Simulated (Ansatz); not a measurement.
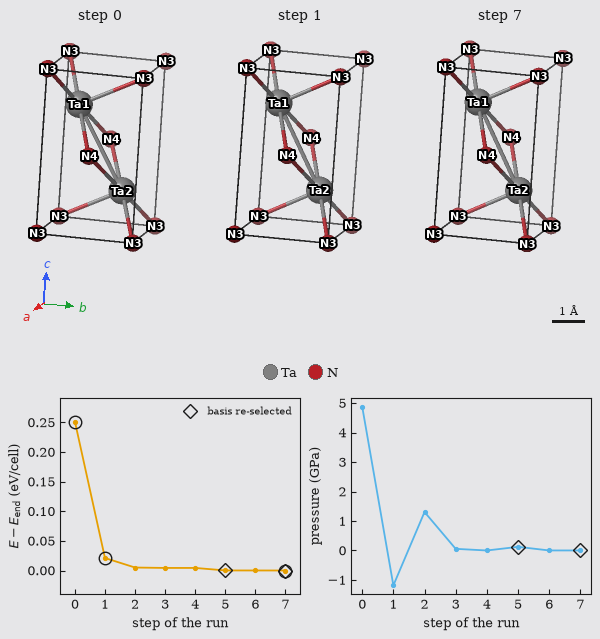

Frames of a relaxation of crystalline TaN (set up in P1), marked on the history of the run. A ball-and-stick model of the reduced cell, seen slightly off an axis. Lengths and directions refer to the drawn axes.

Case: cell sheared at random, sigma 0.03, atoms nudged by 0.01 Å; relaxed back.

These are results of DFT PBEsol, scalar-relativistic, plane waves, PAW in Ansatz, not measurements.

Input
```yaml
crystal:
  lattice:
    - [-0.0329793076, -2.0953636516, -2.114540288]
    - [-2.3422000021, 0.0643951549, -2.2119147505]
    - [2.1307543017, 2.1760413388, -4.2767789556]
  atoms:
    - { symbol: Ta, position: [0.7478555075, 0.7505305573, 0.7477234693] }
    - { symbol: Ta, position: [0.2504714516, 0.2480182578, 0.2525207286] }
    - { symbol: "N", position: [0.0084712604, -0.0080314563, 0.0015309181] }
    - { symbol: "N", position: [0.4932017805, 0.5094826412, 0.498224884] }
basis:
  ecutwfc: 420
kpoints:
  mp_grid: { grid: [12, 12, 12] }
hamiltonian:
  xc: pbesol
scf:
  occupations: { method: gaussian, width: 0.15 }
output:
  forces: true
  stress: true
  eigenvalues: true
relax:
  adjacent_minimum: "off"
  f_tol: 0.01
  max_steps: 80
  cell: { stress_tol: 0.1 }
```

Launched with:
```bash
ansatz run input.yaml --threads 2 --pin off --max-ram 5120MiB --backend cpu --events-out ev --progress --plain --runs-dir out
```

Describe the path.

Answer. The largest moves relative to the cell, 0.027 Å, are those of N3 and N4. N4 goes roughly along [1 3 1]. By element the largest moves are N 0.027 Å, Ta 0.015 Å. Cell: a 2.977 → 3.101 Å (+4.2 %), b 3.163 → 3.101 Å (−2.0 %), c 5.250 → 5.339 Å (+1.7 %), α 90.7° → 90.0°, β 106.4° → 106.9°, γ 116.8° → 120.0°. Volume +0.3 %. Among the contacts that change: Ta1–Ta1 2.977 → 3.101 Å, Ta1–N3 2.310 → 2.188 Å, Ta1–Ta1 (another image) 3.222 → 3.101 Å, Ta1–N4 2.302 → 2.188 Å. Among the angles between lasting bonds that change: Ta1–N4–Ta2 85.6° → 89.7°, Ta2–N4–Ta2 94.4° → 90.3°, Ta1–N4–Ta1 92.9° → 90.3°. Within 0.06 Å the space group is P-1 at the start and Fm-3m at the end; at a tighter tolerance small leftover displacements or strains of the cell lower it. The energy falls by 0.251 eV per cell of the calculation in 5 accepted moves (7 points after the start). Largest force component: 0.35 eV/Å at the start, 0.00027 eV/Å at the end. Pressure: 4.88 GPa at the start and 0.00 GPa at the end. At 2 points the geometry stayed and the basis and grid were re-selected for the new cell (energy shift of 4.2 meV per cell of the calculation at most each time). The run took 7.5 min on 2 threads of Arm Neoverse V1 (shared host), peak memory 1.1 GiB. From step 0 to 1: N atoms move most (0.02 Å), volume +0.6 %, energy −0.230 eV per cell of the calculation. From step 1 to 7: volume −0.4 %, energy −21.1 meV per cell of the calculation.

| step | E − E(0), meV/atom | largest force component, eV/Å | pressure, GPa | volume, Å³/atom | note |
| --- | --- | --- | --- | --- | --- |
| 0 | 0.00 | 0.3486 | 4.88 | 10.446 |  |
| 1 | -57.58 | 0.0946 | -1.18 | 10.512 |  |
| 2 | -61.60 | 0.0056 | 1.30 | 10.431 |  |
| 3 | -61.76 | 0.0028 | 0.06 | 10.467 |  |
| 4 | -61.76 | 0.0001 | 0.00 | 10.469 |  |
| 5 | -62.82 | 0.0001 | 0.12 | 10.469 | same geometry, new basis |
| 6 | -62.84 | 0.0003 | 0.00 | 10.472 |  |
| 7 | -62.85 | 0.0003 | 0.00 | 10.472 | same geometry, new basis |
